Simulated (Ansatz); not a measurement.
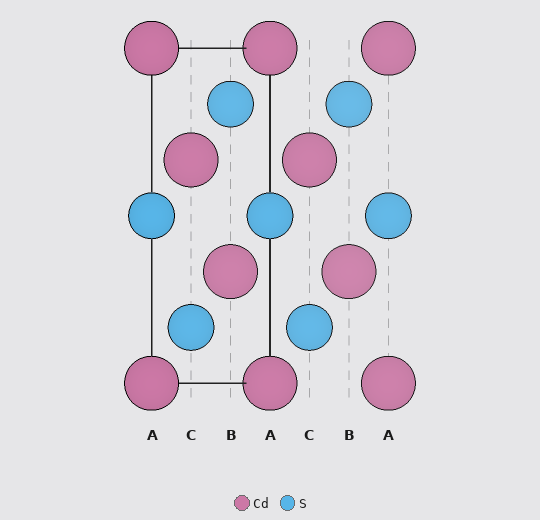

The picture looks along a close-packed row of the hexagonal mesh; [111] points upwards. The dashed lines mark the three columns A (0, 0), B (1/3, 2/3) and C (2/3, 1/3). The box is the hexagonal cell of the face-centred cubic lattice. The sequence starts with the first layer at or above the cell's origin.

CdS. Coordinates: the input geometry of an electronic-structure calculation (not necessarily at equilibrium).

Question: Read off the stacking sequence over one period.

Answer: Cd(A) – S(C) – Cd(B) – S(A) – Cd(C) – S(B) (six layers in 9.54 Å).

Question: How are the S layers alone stacked?

Answer: S layers alone: CAB, the cubic close-packed type.

Question: Which positions between or in the S layers do the other atoms fill?

Answer: Cd: three octahedral sites in each hexagonal cell.
